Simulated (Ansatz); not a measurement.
## Fe: a changed input and its effect

System: Fe (2 atoms in the cell).
Method of run A: Kohn-Sham DFT of a periodic cell, HSE03, Ansatz PAW, spin-polarised (Ansatz 0.2.0).

The structure derives from a Materials Project entry. Text and figures count atoms from 1; the logs count them from 0 in places.

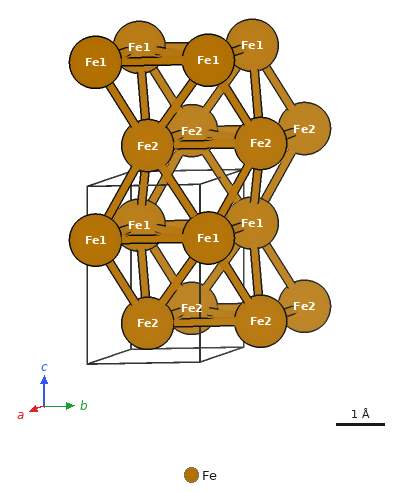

**Figure 1.** The structure (ball-and-stick view of the cell of the calculation, repeated 2 × 2 × 2, seen slightly off an axis; atoms are numbered from 1 in the order of the input).

Input file, run A:
```yaml
crystal:
  lattice:
    - [2.384466957, 0.0, 0.0]
    - [-1.1922334785, 2.0650089592, 0.0]
    - [0.0, 0.0, 3.7635056374]
  atoms:
    - { symbol: Fe, position: [0.6666666667, 0.3333333333, 0.75], spin: 3.0 }
    - { symbol: Fe, position: [0.3333333333, 0.6666666667, 0.25], spin: 3.0 }
hamiltonian:
  xc: { exchange: pbe, correlation: pbe, exx: { coeff: 0.25, omega: 0.3 } }
  pseudopotentials: { kind: paw }
magnetization:
  spin_polarized: true
kpoints:
  mp_grid: { grid: [6, 6, 4] }
scf:
  occupations: { method: fermi_dirac, width: 0.05 }
output:
  forces: true
  stress: true
  eigenvalues: true
```

Command:
```bash
ansatz run input.yaml --threads 2 --pin off --max-ram 5632MiB --backend cpu --events-out ev --progress --plain --runs-dir out
```

Hardware: 2 threads of Arm Neoverse V1, 24 GiB of memory available, shared host.

Output, shortened to warnings, some set-up lines, iterations and results (run A):
```
Warning: output.stress: scf.convergence.dr2_threshold = 1e-7 eV (the SCF's general default) is looser than the 2e-10 eV advised for a printed stress (1e-10 eV for each atom of the cell: 2). What an SCF threshold leaves in a stress goes as its square root, and in the free energy as the threshold itself, and one threshold admits the most on a small cell: of the crystals measured, under no hybrid …
Warning: output.stress: scf.exx.energy_threshold = 1e-6 eV is looser than the 2e-8 eV advised for a stress under a hybrid functional (1e-8 eV for each atom of the cell: 2). Every SCF of the exchange loop can meet its threshold on dr2 while the loop round them stops early: no threshold on dr2 bounds what that leaves in the stress. Set scf.exx.energy_threshold to 2e-8 eV or tighter. The threshold …
Basis set: ecut = 420 eV, 373 PW (Γ), exchange–correlation on 32×32×54 points (8 copies of the dense FFT grid, shifted against one another)
Symmetry: 24 space group operations
k-points: 21 of 144
Initial density: superposition of atomic densities (chi_scale 0.1, normalization cell)
[...]
SCF iter   1: F=—  HF=-8959.409492 eV  |F-HF|=—  |Δ(HF+E_count)|=         —  Δρ=1.74e-1 (↑1.74e-1 ↓9.07e-2)  dr2=1.14e0  dr2_m=2.82e0  M=3.605 μB ∫|m|=3.624 μB  β_m=0.30  …
SCF iter   2: F=—  HF=-8959.556121 eV  |F-HF|=—  |Δ(HF+E_count)|=   1.47e-1  Δρ=1.29e-1 (↑1.29e-1 ↓8.34e-2)  dr2=3.65e-1  dr2_m=1.87e0  M=3.350 μB ∫|m|=3.388 μB  β_m=0.30  …
SCF iter   3: F=—  HF=-8959.653787 eV  |F-HF|=—  |Δ(HF+E_count)|=   9.77e-2  Δρ=8.92e-2 (↑8.54e-2 ↓8.92e-2)  dr2=5.58e-3  dr2_m=1.29e0  M=3.110 μB ∫|m|=3.168 μB  β_m=0.30  …
SCF iter   4: F=—  HF=-8959.823144 eV  |F-HF|=—  |Δ(HF+E_count)|=   1.69e-1  Δρ=9.72e-2 (↑9.72e-2 ↓8.39e-2)  dr2=2.71e-2  dr2_m=1.39e0  M=2.668 μB ∫|m|=2.755 μB  β_m=0.30  …
SCF iter   5: F=—  HF=-8959.960969 eV  |F-HF|=—  |Δ(HF+E_count)|=   1.38e-1  Δρ=8.34e-2 (↑8.34e-2 ↓8.20e-2)  dr2=2.14e-3  dr2_m=1.16e0  M=2.381 μB ∫|m|=2.485 μB  β_m=0.30  …
[... 91 lines ...]
SCF 5 converged in 9 iterations: F = -8956.218356 eV  dr2 = 1.46e-10
SCF iter   1: F=—  HF=-8956.218360 eV  |F-HF|=—  |Δ(HF+E_count)|=         —  Δρ=4.75e-6 (↑3.36e-6 ↓4.75e-6)  dr2=5.43e-10  dr2_m=2.52e-9  M=5.354 μB ∫|m|=5.802 μB  β_m=0.30  …
SCF iter   2: F=—  HF=-8956.218359 eV  |F-HF|=—  |Δ(HF+E_count)|=   1.90e-7  Δρ=3.93e-6 (↑3.39e-6 ↓3.93e-6)  dr2=1.58e-10  dr2_m=2.14e-9  M=5.354 μB ∫|m|=5.802 μB  β_m=0.65  …
SCF iter   3: F=-8956.218359 eV  HF=-8956.218359 eV  |F-HF|=1.46e-11  |Δ(HF+E_count)|=   2.16e-8  Δρ=1.16e-6 (↑5.49e-7 ↓1.16e-6)  dr2=4.92e-11  dr2_m=1.21e-10  M=5.354 μB …
SCF 6 converged in 3 iterations: F = -8956.218359 eV  dr2 = 4.92e-11
  Residual-converged pass: ⟨swp⟩=3.0  Hψ=1692  notcnv=0  max |occ|·‖R‖ = 9.6e-7 eV (tolerance 9.7e-7 eV)  dr2=5.01e-11  dr2_m=1.19e-10  dr2_onsite=9.86e-11  max |Δocc| = 3.9e-13
hybrid outer 5: dexx = +5.548e-9 eV, tail = 2.90e-9 eV, Δε = 4.26e-4 eV (about 1.32e-4 eV left of the loop's levels), ΔF = 9.25e-18 eV/Å (tail 2.86e-18)
at 22 of the mixer's solves, all of them in the SCFs whose states led to this one, it left a direction of its history that read negative out of its fit and stepped the other way along it
this state was not tested for a lower state beside it, because the functional holds exact exchange (a hybrid, or Hartree-Fock), whose exchange loop this test does not read (fock_operator); the stability check (scf.self_checks: high) cannot read this state: a pseudopotential is PAW: the check reads …
hybrid SCF converged: 5 outer / 71 inner (+24 warm-up), last move |dexx| = 5.55e-9 eV, tail = 2.90e-9 eV
Magnetization: 5.3539 μB (18.6769 up, 13.3231 down)
Absolute magnetization: 5.8055 μB (∫|ρ↑−ρ↓|, with the PAW one-centre terms)
Spin contamination: 0.2070 ħ² per cell (⟨S²⟩ above its minimum at these occupations)
Per-site moments (μB) at R_I (Å): [(2.7749966167053226, 0.9617728516411974), (2.7749966167053226, 0.9617728516411974)]
Free energy (F): -8956.218360 eV
Frozen-core exchange: fock
Harris-Foulkes:  -8956.218360 eV  (|F-HF|=1.46e-11)
Internal energy: -8956.210291 eV  (E = F + TS)
E sigma→0 (E₀):  -8956.214325 eV
Entropy (-TS):   -0.008069 eV (-4.035 meV/atom)
Fermi energy:    24.040950 eV
--- Per-component energies (eV) ---
  E_band       = -356.863945
  E_kinetic    = 717.301815
  E_local      = -3635.905892  (includes V_loc(G=0)·N_el)
  E_nonlocal   = 444.718651
  E_hartree    = 1564.479913
  E_xc         = -195.296670
  E_vxc        = -248.691567  (∫ρ·V_xc dr)
  E_exx        = -144.340323  (= α·E_x^exact, valence–valence)
  E_paw        = -2638.633256  (= ΣΔE_a)
  E_vpaw       = -474.568386  (= ΣTr[D̂ρ^β])
  E_aug_tail   = 0.001800  (compensation charges beyond the density's cutoff)
  E_ewald      = -5068.129890
  E_core_change = -0.406437  (= ΣΔE_core)
  E_smearing   = -0.008069  (= −TS)
  E_closure    = -0.000000  (closes the sum)
  Σ components = -8956.218360   (vs F -8956.218360, Δ=0.00e0)
--- Forces (eV/Å), atoms counted from 1 ---
  atom   1  Fe     0.00000000     0.00000000     0.00000000
  atom   2  Fe     0.00000000    -0.00000000    -0.00000000
  max |Σ_I F_I| component: 4.63e-18 eV/Å
--- Stress (GPa, compression-positive) ---
       77.244378       0.000000      -0.000000
        0.000000      77.244378       0.000000
       -0.000000       0.000000     127.043711
  P = ⅓ Tr σ = 93.8442 GPa (938.442 kbar)
```

The input of run B differs as follows (lines with − go, lines with + come):
```diff
-    - [2.384466957, 0.0, 0.0]
-    - [-1.1922334785, 2.0650089592, 0.0]
-    - [0.0, 0.0, 3.7635056374]
+    - [2.417820465, 0.0, 0.0]
+    - [-1.2089102325, 2.0938939445, 0.0]
+    - [0.0, 0.0, 3.816148898]
```

What does this change do to the results?

With the same functional and potentials, run B lies 203.7 meV per atom lower. The pressure goes from 93.84 to 72.37 GPa. The volume per atom goes from 9.27 to 9.66 Å³. The cell is scaled evenly with the atoms at fixed fractional positions, so −ΔP/Δ ln V estimates the bulk modulus midway between the two volumes: about 520 GPa. The SCF takes 101 iterations against 95. The plane waves at Γ go from 373 to 379.

Output, shortened to warnings, some set-up lines, iterations and results (run B):
```
Warning: output.stress: scf.convergence.dr2_threshold = 1e-7 eV (the SCF's general default) is looser than the 2e-10 eV advised for a printed stress (1e-10 eV for each atom of the cell: 2). What an SCF threshold leaves in a stress goes as its square root, and in the free energy as the threshold itself, and one threshold admits the most on a small cell: of the crystals measured, under no hybrid …
Warning: output.stress: scf.exx.energy_threshold = 1e-6 eV is looser than the 2e-8 eV advised for a stress under a hybrid functional (1e-8 eV for each atom of the cell: 2). Every SCF of the exchange loop can meet its threshold on dr2 while the loop round them stops early: no threshold on dr2 bounds what that leaves in the stress. Set scf.exx.energy_threshold to 2e-8 eV or tighter. The threshold …
Basis set: ecut = 420 eV, 379 PW (Γ), exchange–correlation on 36×36×54 points (8 copies of the dense FFT grid, shifted against one another)
Symmetry: 24 space group operations
k-points: 21 of 144
Initial density: superposition of atomic densities (chi_scale 0.1, normalization cell)
[...]
SCF iter   1: F=—  HF=-8959.671816 eV  |F-HF|=—  |Δ(HF+E_count)|=         —  Δρ=1.45e-1 (↑1.45e-1 ↓7.19e-2)  dr2=9.86e-1  dr2_m=1.95e0  M=3.939 μB ∫|m|=3.958 μB  β_m=0.30  …
SCF iter   2: F=—  HF=-8959.788621 eV  |F-HF|=—  |Δ(HF+E_count)|=   1.17e-1  Δρ=1.11e-1 (↑1.11e-1 ↓6.99e-2)  dr2=3.17e-1  dr2_m=1.40e0  M=3.656 μB ∫|m|=3.694 μB  β_m=0.30  …
SCF iter   3: F=—  HF=-8959.864488 eV  |F-HF|=—  |Δ(HF+E_count)|=   7.59e-2  Δρ=7.25e-2 (↑6.80e-2 ↓7.25e-2)  dr2=6.01e-3  dr2_m=8.71e-1  M=3.498 μB ∫|m|=3.556 μB  β_m=0.30  …
SCF iter   4: F=—  HF=-8959.994901 eV  |F-HF|=—  |Δ(HF+E_count)|=   1.30e-1  Δρ=8.11e-2 (↑8.11e-2 ↓6.72e-2)  dr2=3.04e-2  dr2_m=9.72e-1  M=3.116 μB ∫|m|=3.196 μB  β_m=0.30  …
SCF iter   5: F=—  HF=-8960.095818 eV  |F-HF|=—  |Δ(HF+E_count)|=   1.01e-1  Δρ=7.18e-2 (↑7.18e-2 ↓6.88e-2)  dr2=2.63e-3  dr2_m=8.74e-1  M=2.826 μB ∫|m|=2.927 μB  β_m=0.30  …
[... 100 lines ...]
SCF iter  10: F=-8956.625796 eV  HF=-8956.625796 eV  |F-HF|=7.28e-11  |Δ(HF+E_count)|=   2.91e-8  Δρ=1.78e-6 (↑1.78e-6 ↓1.19e-6)  dr2=2.51e-10  dr2_m=3.37e-10  M=5.360 μB …
SCF 8 converged in 10 iterations: F = -8956.625796 eV  dr2 = 2.51e-10
SCF iter   1: F=—  HF=-8956.625800 eV  |F-HF|=—  |Δ(HF+E_count)|=         —  Δρ=2.94e-6 (↑2.30e-6 ↓2.94e-6)  dr2=2.22e-9  dr2_m=6.01e-10  M=5.360 μB ∫|m|=5.869 μB  β_m=0.30  …
SCF iter   2: F=-8956.625800 eV  HF=-8956.625800 eV  |F-HF|=1.26e-10  |Δ(HF+E_count)|=   1.41e-7  Δρ=2.15e-6 (↑7.72e-7 ↓2.15e-6)  dr2=7.66e-10  dr2_m=2.75e-10  M=5.360 μB …
SCF 9 converged in 2 iterations: F = -8956.625800 eV  dr2 = 7.66e-10
  Residual-converged pass: ⟨swp⟩=2.5  Hψ=1649  notcnv=0  max |occ|·‖R‖ = 9.5e-7 eV (tolerance 9.5e-7 eV)  dr2=7.66e-10  dr2_m=2.76e-10  dr2_onsite=2.08e-10  max |Δocc| = 4.5e-13
hybrid outer 8: dexx = +1.946e-9 eV, tail = 1.10e-8 eV, Δε = 2.66e-4 eV (about 1.47e-4 eV left of the loop's levels), ΔF = 9.25e-18 eV/Å (tail 5.12e-18)
at 4 of the mixer's solves, all of them in the SCFs whose states led to this one, it left a direction of its history that read negative out of its fit and stepped the other way along it
this state was not tested for a lower state beside it, because the functional holds exact exchange (a hybrid, or Hartree-Fock), whose exchange loop this test does not read (fock_operator); the stability check (scf.self_checks: high) cannot read this state: a pseudopotential is PAW: the check reads …
hybrid SCF converged: 8 outer / 73 inner (+28 warm-up), last move |dexx| = 1.95e-9 eV, tail = 1.10e-8 eV
Magnetization: 5.3599 μB (18.6800 up, 13.3200 down)
Absolute magnetization: 5.8727 μB (∫|ρ↑−ρ↓|, with the PAW one-centre terms)
Spin contamination: 0.2270 ħ² per cell (⟨S²⟩ above its minimum at these occupations)
Per-site moments (μB) at R_I (Å): [(2.794969324028886, 0.9752259625867343), (2.7949693240288864, 0.9752259625867343)]
Free energy (F): -8956.625800 eV
Frozen-core exchange: fock
Harris-Foulkes:  -8956.625800 eV  (|F-HF|=1.26e-10)
Internal energy: -8956.619104 eV  (E = F + TS)
E sigma→0 (E₀):  -8956.622452 eV
Entropy (-TS):   -0.006695 eV (-3.348 meV/atom)
Fermi energy:    23.015378 eV
--- Per-component energies (eV) ---
  E_band       = -390.262426
  E_kinetic    = 713.802999
  E_local      = -3740.175807  (includes V_loc(G=0)·N_el)
  E_nonlocal   = 444.614112
  E_hartree    = 1600.719998
  E_xc         = -194.493426
  E_vxc        = -247.613168  (∫ρ·V_xc dr)
  E_exx        = -144.107481  (= α·E_x^exact, valence–valence)
  E_paw        = -2638.359633  (= ΣΔE_a)
  E_vpaw       = -474.118339  (= ΣTr[D̂ρ^β])
  E_aug_tail   = 0.002290  (compensation charges beyond the density's cutoff)
  E_ewald      = -4998.215720
  E_core_change = -0.406437  (= ΣΔE_core)
  E_smearing   = -0.006695  (= −TS)
  E_closure    = -0.000000  (closes the sum)
  Σ components = -8956.625800   (vs F -8956.625800, Δ=0.00e0)
--- Forces (eV/Å), atoms counted from 1 ---
  atom   1  Fe     0.00000000     0.00000000     0.00000000
  atom   2  Fe     0.00000000    -0.00000000     0.00000000
  max |Σ_I F_I| component: 0.00e0 eV/Å
--- Stress (GPa, compression-positive) ---
       56.642690       0.000000       0.000000
       -0.000000      56.642690       0.000000
        0.000000       0.000000     103.816622
  P = ⅓ Tr σ = 72.3673 GPa (723.673 kbar)
```

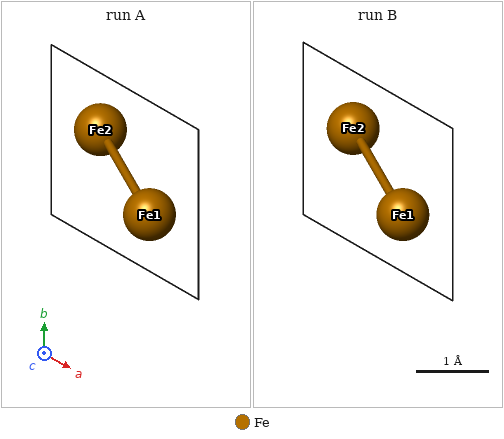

**Figure 2.** The two input geometries at one scale (ball-and-stick view of the cell of the calculation, along the c axis). No atom moves by more than 0.005 Å relative to the cell. The drawn cell changes as follows: a = b 2.384 → 2.418 Å (+1.4 %), c 3.764 → 3.816 Å (+1.4 %); the volume changes by +4.3 %. Among the contacts that change: Fe1–Fe1 2.384 → 2.418 Å, Fe1–Fe2 2.332 → 2.364 Å.

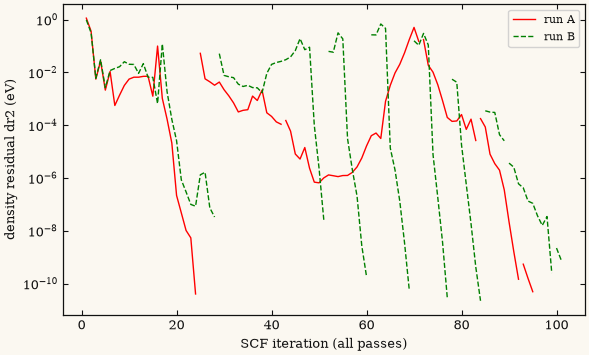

**Figure 3.** Convergence of the two runs: density residual dr2 against the SCF iteration. A break in a curve parts two SCF passes. Run A takes 95 iterations in all, and run B takes 101.

The two runs side by side:

| quantity | run A | run B |
| --- | --- | --- |
| outcome | converged | converged |
| free energy per atom (eV) | −4478.1092 | −4478.3129 |
| energy per atom, smearing taken to zero (eV) | −4478.1072 | −4478.3112 |
| gap on the mesh (eV) | 0.00 | 0.00 |
| net moment of the cell (μB) | 5.35 | 5.36 |
| absolute moment of the cell (μB) | 5.81 | 5.87 |
| pressure (GPa) | 93.84 | 72.37 |
| volume per atom (Å³) | 9.27 | 9.66 |
| largest force (eV/Å) | 0.000 | 0.000 |
| SCF iterations | 95 | 101 |
| irreducible k-points | 21 | 21 |
| plane waves at Γ | 373 | 379 |
| wall time (shared host) | 37 s | 39 s |

For both runs: Warnings: the state was not tested for a lower one; the exchange loop's threshold is looser than advised for the stress; the SCF threshold is looser than advised for the printed stress; the exchange loop started without a semilocal seed. Points of doubt noted for this run: state may lie high. The k-point mesh is coarse for a cell of this size, so the results may not be converged.
